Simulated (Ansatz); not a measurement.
# TaN: geometry relaxation

System: TaN (6 atoms in the cell).
Method: DFT PBE, scalar-relativistic, plane waves, PAW, no spin polarisation (Ansatz 0.2.0).

The structure was made by a generator, so it may or may not be a known phase. Figures and captions count atoms from 1; the log counts them from 0 in places.

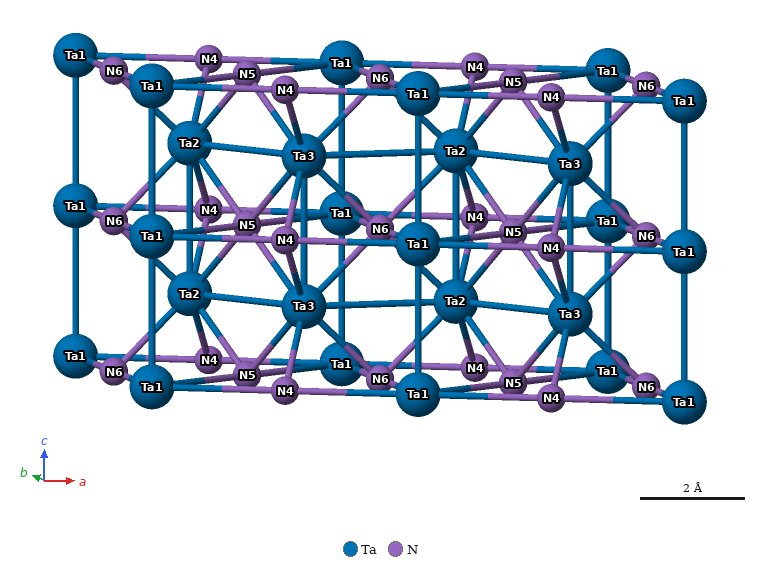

**Figure 1.** The input geometry (ball-and-stick view of the cell of the calculation, repeated 2 × 1 × 2, seen slightly off an axis; atoms are numbered from 1 in the order of the input). An atom can appear more than once, as a periodic image.

## Input file
```yaml
crystal:
  lattice:
    - [5.2757024537, 0.0, 0.0]
    - [-2.6378512269, 4.5688923477, 0.0]
    - [0.0, 0.0, 2.9159365632]
  atoms:
    - { symbol: Ta, position: [0.0, 0.0, 0.0] }
    - { symbol: Ta, position: [0.3333333333, 0.6666666667, 0.5] }
    - { symbol: Ta, position: [0.6666666667, 0.3333333333, 0.5] }
    - { symbol: "N", position: [0.5, 0.0, 0.0] }
    - { symbol: "N", position: [0.5, 0.5, 0.0] }
    - { symbol: "N", position: [0.0, 0.5, 0.0] }
basis:
  ecutwfc: 420
kpoints:
  mp_grid: { grid: [6, 6, 6] }
hamiltonian:
  xc: pbe
scf:
  occupations: { method: gaussian, width: 0.1 }
  lower_state_search: "off"
output:
  forces: true
  stress: true
  eigenvalues: true
relax:
  adjacent_minimum: "off"
  f_tol: 0.04
  max_steps: 70
  cell: { stress_tol: 0.4 }
```

Machine: 1 thread of Intel Xeon @ 2.50GHz (Skylake/Cascade Lake), 189 GiB of memory available, shared host.

Launch command:
```bash
ansatz run input.yaml --threads 1 --pin off --max-ram 2560MiB --backend cpu --events-out ev --progress --plain --runs-dir out
```

## What the program printed
```
Engine: ansatz 0.2.0, x86_64-unknown-linux-gnu
Pseudopotentials: kind: paw
Pseudopotential: Ta, paw, valence charge 13, recommended cutoff 420 eV (normal), Ta.paw.azcp
Pseudopotential: N, paw, valence charge 5, recommended cutoff 420 eV (normal), N.paw.azcp
Functional definition: PBE
  parameter kappa = 0.804
  parameter beta = 0.06672455060314922
  exchange = pbe_x(kappa = kappa, mu = beta*pi^2/3)
  correlation = pbe_c(beta = beta)
Crystal: 6 atoms, lattice volume = 70.286 Å³
Basis set: ecut = 420 eV, 1347 PW (Γ), exchange–correlation on 72×72×40 points (8 copies of the dense FFT grid, shifted against one another)
Bands: 33, of which v1, the nominal top of the filled ones, is band 27 counted from 1 (26 counted from 0)
Symmetry: 24 space group operations
Space group: P6/mmm (ITA 191), of the structure as read, at distance tolerance 4.1e-5 Å
k-points: 28 of 216
Non-local potential: Ta, projectors of the file, l = 0: 3, l = 1: 2, l = 2: 2, l = 3: 1
Non-local potential: N, projectors of the file, l = 0: 2, l = 1: 2, l = 2: 1
PAW form: soft (Blöchl's): semilocal exchange-correlation on the pseudo side does not see the compensation charge
PAW one-centre angular grid: Ta, 590 points (default); XC on 64 Gauss nodes
PAW one-centre angular grid: N, 110 points (default); XC on 64 Gauss nodes
Initial density: superposition of atomic densities (neutral atoms: chi_scale 0, normalization atom), corrected by the library's trained network
Initial wavefunctions: pseudopotential atomic-orbital guess
Functional: x = pbe(κ = 0.804, μ = 0.2195149727645171), c = pbe(β = 0.06672455060314922)
SCF iter   1: F=—  HF=-30953.068931 eV  |F-HF|=—  |Δ(HF+E_count)|=         —  Δρ=9.15e-3  dr2=7.06e-2  ethr=1.77e-3  ⟨swp⟩=5.0  Hψ=3721  notcnv=0
preconditioner: auto → Resta (q_TF=auto, 2.611 Å⁻¹)  ε∞=8.1  [insulator: Δε(μ)=0.234 eV  Ē_g=9.137 eV  σ=0.100 eV  W_gap=0.74  n_scr=26 (ndim 8)  ℏωp=24.3 eV  f_vac=0.000  D(μ)=0.72/eV (n_scr^D=0)  ε∞_Penn≈8.1]
SCF iter   2: F=—  HF=-30953.057392 eV  |F-HF|=—  |Δ(HF+E_count)|=   1.15e-2  Δρ=4.07e-3  dr2=7.08e-3  ethr=1.31e-4  ⟨swp⟩=1.9  Hψ=1325  notcnv=0  defer=1
SCF iter   3: F=—  HF=-30953.056813 eV  |F-HF|=—  |Δ(HF+E_count)|=   5.79e-4  Δρ=1.72e-3  dr2=1.48e-3  ethr=1.31e-5  ⟨swp⟩=2.4  Hψ=1363  notcnv=0  defer=1
SCF iter   4: F=—  HF=-30953.056704 eV  |F-HF|=—  |Δ(HF+E_count)|=   1.09e-4  Δρ=2.50e-4  dr2=4.31e-5  ethr=2.73e-6  ⟨swp⟩=2.6  Hψ=1485  notcnv=0  defer=1
SCF iter   5: F=—  HF=-30953.056698 eV  |F-HF|=—  |Δ(HF+E_count)|=   6.33e-6  Δρ=1.37e-4  dr2=1.37e-5  ethr=7.99e-8  ⟨swp⟩=2.0  Hψ=1306  notcnv=0  defer=1
SCF iter   6: F=—  HF=-30953.056696 eV  |F-HF|=—  |Δ(HF+E_count)|=   1.94e-6  Δρ=1.75e-5  dr2=1.20e-7  ethr=2.54e-8  ⟨swp⟩=2.0  Hψ=1198  notcnv=0  defer=1
SCF iter   7: F=-30953.056696 eV  HF=-30953.056696 eV  |F-HF|=2.26e-9  |Δ(HF+E_count)|=   4.00e-8  Δρ=3.13e-6  dr2=4.75e-9  ethr=1.85e-10  ⟨swp⟩=8.6  Hψ=3669  notcnv=0
SCF 1 converged in 7 iterations: F = -30953.056696 eV  dr2 = 4.75e-9
  greatest PAW one-centre occupation: 0.999 electrons in one spin orbital (limit 2), on the Ta atom at site 2 (counted from 0), in its partial waves of l = 0
relax step   1: F+E_penalty+E_count = -30953.05669604 eV  Δ(F+E_penalty+E_count) = +0.000e0 eV  max|allowed force component| = 3.701e-17 eV/Å  Δτ_max = 0.0000 Å  P = -0.058 GPa  Ω = 70.286 Å³  (7 SCF iters, dr2 threshold 1.00e-7 eV, accepted)
Initial density: handed on by an earlier stage of this run
Initial wavefunctions: pseudopotential atomic-orbital guess (no wavefunctions were taken with the density)
iter 1 solved again at ethr=8.89e-8 eV; its pass at ethr=3.10e-3 eV (dr2=4.80e-5 eV) is discarded
SCF iter   1: F=—  HF=-30953.056699 eV  |F-HF|=—  |Δ(HF+E_count)|=         —  Δρ=3.20e-6  dr2=5.72e-9  ethr=8.89e-8  ⟨swp⟩=3.1  Hψ=6126  notcnv=0
eigensolver tolerance schedule: the retry pair's looser diagonalisation over-reported the residual by 8385.89 of it (diagonalisation noise at 0.32 of the residual, at the tolerance the schedule requests for it); recorded, not acted on — ethr = c·dr2/N_el stays at c = 1.0e-1
preconditioner: auto → Resta (q_TF=auto, 2.611 Å⁻¹)  ε∞=8.1  [insulator: Δε(μ)=0.201 eV  Ē_g=9.109 eV  σ=0.100 eV  W_gap=0.65  n_scr=26 (ndim 8)  ℏωp=24.3 eV  f_vac=0.000  D(μ)=0.70/eV (n_scr^D=0)  ε∞_Penn≈8.1]
SCF iter   2: F=—  HF=-30953.056696 eV  |F-HF|=—  |Δ(HF+E_count)|=   3.22e-6  Δρ=1.57e-6  dr2=7.85e-10  ethr=7.11e-12  ⟨swp⟩=4.7  Hψ=4487  notcnv=0
SCF iter   3: F=-30953.056696 eV  HF=-30953.056696 eV  |F-HF|=6.55e-11  |Δ(HF+E_count)|=  1.56e-10  Δρ=9.08e-7  dr2=2.61e-10  ethr=1.45e-12  ⟨swp⟩=2.4  Hψ=2687  notcnv=0
SCF 2 converged in 3 iterations: F = -30953.056696 eV  dr2 = 2.61e-10
relax step   2: F+E_penalty+E_count = -30953.05669604 eV  Δ(F+E_penalty+E_count) = -2.248e-9 eV  max|allowed force component| = 5.551e-17 eV/Å  Δτ_max = 0.0000 Å  P = -0.059 GPa  Ω = 70.286 Å³  stress off target by 1.12e-1 GPa  SCF on the basis re-selected at this cell (its energy is not comparable with the rows above)  (3 SCF iters)
```

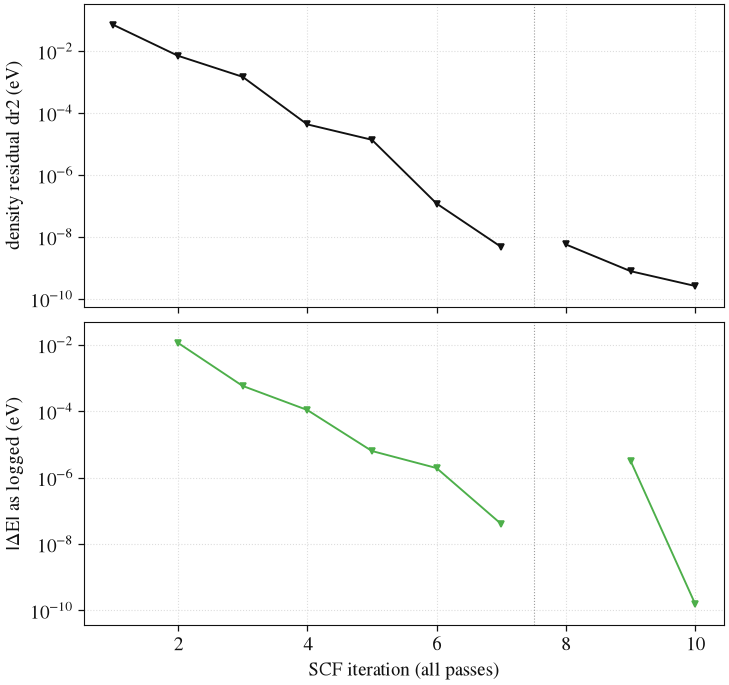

**Figure 2.** Convergence of the self-consistent field: density residual dr2 and size of the energy change against the SCF iteration. The dotted lines part the SCF passes of the relaxation: geometry steps, rejected trials and re-solves on a re-selected basis. The passes take 7 and 3 iterations.

```
basis re-selected at this cell: Δ(F+E_penalty+E_count) = -2.248e-9 eV, ΔP = -0.000 GPa vs the last step (what re-selecting the basis moved, of the pressure what is left beyond the Pulay correction that the steps carried, after the strain that the cell walked since its last selection, with what the two solves' SCF thresholds leave and, on support functions, any second-order correction that the steps lacked; it is no measure of the basis error at this ecutwfc). This SCF's stress stands 1.12e-1 GPa from its target on what of the cell is left free (relax.cell.stress_tol is 4.00e-1 GPa) and its largest allowed force component is 5.55e-17 eV/Å (relax.f_tol is 4.00e-2 eV/Å): within both
SCF converged after 3 iterations
Free energy (F): -30953.056696 eV
Harris-Foulkes:  -30953.056696 eV  (|F-HF|=6.55e-11)
Internal energy: -30953.053204 eV  (E = F + TS)
E sigma→0 (E₀):  -30953.054950 eV
Entropy (-TS):   -0.003492 eV (-0.582 meV/atom)
Fermi energy:    18.874477 eV
--- Per-component energies (eV) ---
  E_band       = -252.894622
  E_kinetic    = 1493.152091
  E_local      = -2144.694629  (includes V_loc(G=0)·N_el)
  E_nonlocal   = 179.281926
  E_hartree    = 729.831477
  E_xc         = -837.264050
  E_vxc        = -843.644887  (∫ρ·V_xc dr)
  E_paw        = -25571.789116  (= ΣΔE_a)
  E_vpaw       = -396.653019  (= ΣTr[D̂ρ^β])
  E_aug_tail   = 0.000830  (compensation charges beyond the density's cutoff)
  E_ewald      = -4801.571733
  E_smearing   = -0.003492  (= −TS)
  E_closure    = -0.000000  (closes the sum)
  Σ components = -30953.056696   (vs F -30953.056696, Δ=0.00e0)
--- Forces (eV/Å), atoms counted from 1 ---
  atom   1  Ta    -0.00000000     0.00000000     0.00000000
  atom   2  Ta    -0.00000000    -0.00000000    -0.00000000
  atom   3  Ta     0.00000000     0.00000000     0.00000000
  atom   4  N      0.00000000     0.00000000     0.00000000
  atom   5  N      0.00000000    -0.00000000     0.00000000
  atom   6  N      0.00000000     0.00000000     0.00000000
  max |Σ_I F_I| component: 2.11e-30 eV/Å
--- Stress (GPa, compression-positive) ---
       -0.111930      -0.000000      -0.000000
       -0.000000      -0.111930      -0.000000
       -0.000000      -0.000000       0.048148
  P = ⅓ Tr σ = -0.0586 GPa (-0.586 kbar)
--- Band table (eV; the first three rows and the last of 28) ---
  k-point 0: bands = ["-50.4195", "-50.3813", "-50.0608", "-17.2727", "-17.2727", "-16.9302", "-16.9302", "-16.6813", "-16.6214", "-16.6214", "-16.5666", "-15.8362", "0.6943", "3.7062", "3.7062", "8.8679", "11.8509", "11.8509", "12.9560", "12.9560", "13.4842", "15.7818", "15.8031", "15.8031", "16.3783", "16.7745", "17.6629", "17.6629", "19.7970", "19.7970", "19.8750", "20.9354", "20.9354"]
  k-point 1: bands = ["-50.4083", "-50.3703", "-50.0518", "-17.2360", "-17.2360", "-16.9143", "-16.8930", "-16.8930", "-16.7770", "-16.6151", "-16.6151", "-15.9989", "1.2629", "3.4708", "3.4708", "9.8182", "11.8455", "11.8455", "12.7223", "12.7223", "13.0180", "14.7692", "14.7692", "16.0029", "16.5100", "17.9137", "18.1999", "18.1999", "19.2124", "19.2124", "20.1742", "21.4048", "21.4048"]
  k-point 2: bands = ["-50.3858", "-50.3483", "-50.0337", "-17.3536", "-17.1777", "-17.1614", "-17.1614", "-16.8113", "-16.8113", "-16.6092", "-16.6092", "-16.3125", "2.5422", "3.0015", "3.0015", "11.1443", "11.3709", "11.3709", "11.9988", "12.4969", "12.4969", "14.4683", "14.4683", "16.7927", "17.1910", "17.1910", "18.2468", "19.1720", "19.1720", "20.3955", "21.2153", "21.7522", "21.7522"]
  k-point 27: bands = ["-50.3559", "-50.3559", "-50.0246", "-17.4752", "-17.4752", "-17.1693", "-16.9455", "-16.9455", "-16.7285", "-16.6040", "-16.6040", "-16.4496", "2.6926", "3.1458", "3.1458", "11.0995", "11.0995", "12.0553", "12.0553", "12.3037", "12.3363", "12.7652", "15.2640", "15.2640", "16.5087", "16.5087", "17.1352", "21.3638", "21.3638", "21.3777", "21.3792", "21.3792", "22.5681"]
--- Relaxed structure (1 steps of the walk, 1 accepted, 1 SCFs on fresh bases) ---
  F+E_penalty+E_count = -30953.05669604 eV   max|allowed force component| = 5.551e-17 eV/Å   (the final SCF, on the basis selected at the relaxed cell)
  cell:  # Å, volume = 70.2861 Å³
    - [5.275702453693016, 2.886735356245704e-11, 0.0]
    - [-2.637851226871508, 4.568892347691615, 0.0]
    - [0.0, 0.0, 2.9159365632]
  atoms:
    - { symbol: Ta, position: [0.0, 0.0, 0.0] }
    - { symbol: Ta, position: [0.3333333333333333, 0.6666666666666666, 0.5] }
    - { symbol: Ta, position: [0.6666666666666667, 0.33333333333333326, 0.5] }
    - { symbol: N, position: [0.5, 0.0, 0.0] }
    - { symbol: N, position: [0.5, 0.49999999999999994, 0.0] }
    - { symbol: N, position: [0.0, 0.49999999999999994, 0.0] }
```

## Trajectory as extended XYZ (Å, eV, eV/Å), 2 frames, from step=1 to step=2
```
6
Lattice="5.2757 0.0000 0.0000 -2.6379 4.5689 0.0000 0.0000 0.0000 2.9159" Properties=species:S:1:pos:R:3:forces:R:3 step=1 energy=-30953.05670 pressure_GPa=-0.06
Ta    0.0000    0.0000    0.0000    0.0000   0.0000   0.0000
Ta    0.0000    3.0459    1.4580    0.0000   0.0000   0.0000
Ta    2.6379    1.5230    1.4580    0.0000   0.0000   0.0000
N     2.6379    0.0000    0.0000    0.0000   0.0000   0.0000
N     1.3189    2.2844    0.0000    0.0000   0.0000   0.0000
N    -1.3189    2.2844    0.0000    0.0000   0.0000   0.0000
6
Lattice="5.2757 0.0000 0.0000 -2.6379 4.5689 0.0000 0.0000 0.0000 2.9159" Properties=species:S:1:pos:R:3:forces:R:3 step=2 energy=-30953.05670 pressure_GPa=-0.06
Ta    0.0000    0.0000    0.0000    0.0000   0.0000   0.0000
Ta    0.0000    3.0459    1.4580    0.0000   0.0000   0.0000
Ta    2.6379    1.5230    1.4580    0.0000   0.0000   0.0000
N     2.6379    0.0000    0.0000    0.0000   0.0000   0.0000
N     1.3189    2.2844    0.0000    0.0000   0.0000   0.0000
N    -1.3189    2.2844    0.0000    0.0000   0.0000   0.0000
```

## Key numbers

| quantity | value |
| --- | --- |
| outcome | converged |
| space group (tolerance 0.01 Å) | P6/mmm (191) |
| electrons treated | 54 |
| free energy | −30953.0567 eV |
| Fermi energy | 18.874 eV |
| gap on the k-point mesh | none (metallic) |
| pressure | −0.06 GPa |
| final volume | 70.29 Å³ |
| largest force (length of the vector) at the end | under 0.001 eV/Å |
| final cell | a = 5.276 Å, b = 5.276 Å, c = 2.916 Å, α = 90.00°, β = 90.00°, γ = 120.00° |
| wall time | 17 s |
| peak memory | 0.39 GiB |

## Remarks

Spin–orbit coupling is left out, which matters for Ta.
